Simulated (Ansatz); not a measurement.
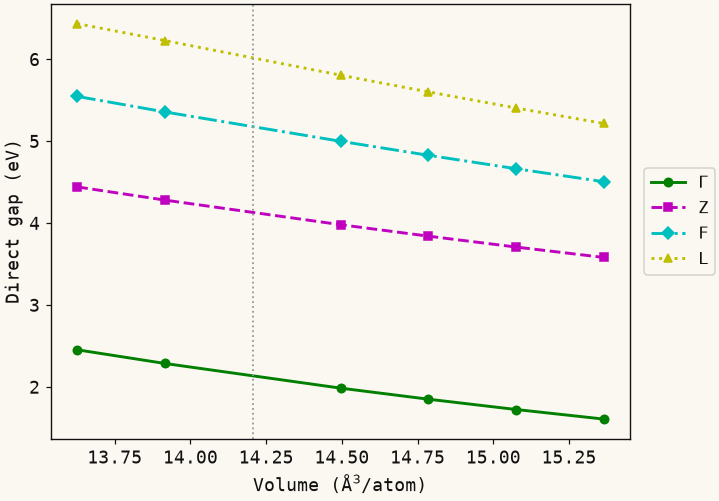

Direct gap at each named k point. In reduced coordinates of the cell that was run, Z is (0.5, 0.5, 0.5), F is (0.5, 0.5, 0) and L is (0.5, 0, 0). One run is left out (dotted line).

System: SnO₂, space group R-3m, 3 atoms in the primitive cell. The cell is scaled at fixed shape and fractional positions. At 14.50 Å³/atom, a = 3.234 Å, c = 14.402 Å (hexagonal axes). Level of theory: PBEsol, Ansatz PAW, no spin polarisation, no spin-orbit coupling, 10×10×10 k mesh, 420 eV cutoff, Fermi-Dirac smearing of 0.05 eV; code Ansatz.

```
       volume  Γ (eV)  Z (eV)  F (eV)  L (eV)
13.63 Å³/atom    2.45    4.44    5.54    6.43
13.92 Å³/atom    2.28    4.28    5.35    6.23
14.50 Å³/atom    1.98    3.98    5.00    5.80
14.79 Å³/atom    1.85    3.84    4.83    5.60
15.08 Å³/atom    1.72    3.71    4.66    5.40
15.37 Å³/atom    1.60    3.58    4.50    5.21
```

Fill in the row for 14.21 Å³/atom.

Answer. Fits through the other points against the logarithm of the volume give 2.13 eV at Γ (a parabola), 4.13 eV at Z (a straight line), 5.18 eV at F (a straight line) and 6.01 eV at L (a straight line). The run itself gives 2.13, 4.12, 5.17 and 6.02 eV, within 0.01 eV of the estimates.

What are the deformation potentials dE/d ln V?

Answer. Straight lines against ln V have slopes of −7.0 eV at Γ, −7.2 eV at Z, −8.7 eV at F and −10.2 eV at L.

The smallest gap over all k points computed is 2.27, 2.13, 1.99, 1.87, 1.75, 1.64 and 1.53 eV in turn; it lies up to 0.18 eV under the lowest value plotted. The PAW data sets were made with another functional. LDA, GGA and most meta-GGA functionals understate gaps. The usual form of SnO2 is rutile.
